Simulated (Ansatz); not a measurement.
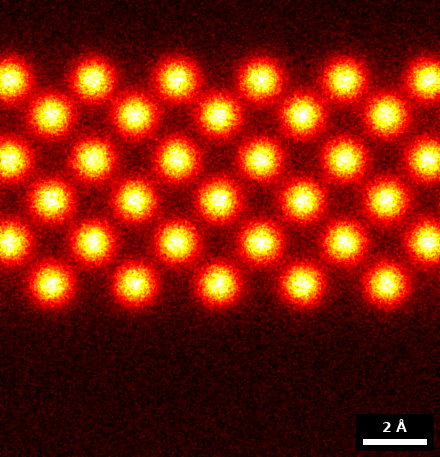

Cross-section of a slab, seen along a direction in its plane, the normal pointing up. The image is simulated as a sum over atoms of Z^1.7, blurred by a 0.90 Å probe (no channelling). The probe carries 25 % of its weight in a tail 2.5 times as wide. The display is stretched by a gamma of 0.8; percentages refer to the linear signal. Shot noise was added. Model: the geometry relaxed in a fixed cell under constraints with DFT PBEsol, scalar-relativistic, plane waves, PAW in Ansatz 0.2.0. The model holds Ru.

### How many atomic planes does the slab have, and what do they hold from top to bottom?

6 planes (atoms within 0.35 Å in height count as one plane):

| plane | content | depth below the top plane (Å) |
| --- | --- | --- |
| 1 | Ru | 0.0 |
| 2 | Ru | 1.1 |
| 3 | Ru | 2.5 |
| 4 | Ru | 3.8 |
| 5 | Ru | 5.2 |
| 6 | Ru | 6.5 |

### How thick is it, and how does it end on either side?

The outermost planes are 6.5 Å apart. The upper face ends in Ru and the lower in Ru, so the sequence of planes is the same from both sides.

The model is a (110) slab of Ru (Fm-3m).
